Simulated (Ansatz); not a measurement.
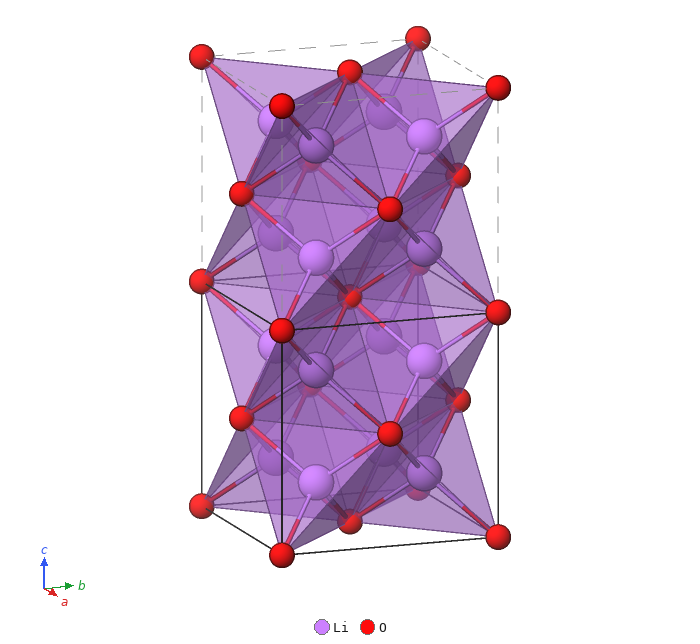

Polyhedra are drawn about Li (bonds: Li–O below 2.2 Å); other atoms are plain spheres.

Li₂O (space group Fm-3m, No. 225). Coordinates: coordinates from a relaxation with DFT LDA, scalar-relativistic, plane waves, PAW in Ansatz 0.2.0.

Question: What figure surrounds each Li atom, and what does it share with the other drawn polyhedra?

Answer: Li: LiO4 tetrahedron, sharing edges with six neighbours and corners with 16 neighbours.

Question: What is the connectivity of the polyhedra: isolated, groups, chains, layers or framework?

Answer: They form a three-dimensional framework of corner- and edge-sharing tetrahedra.
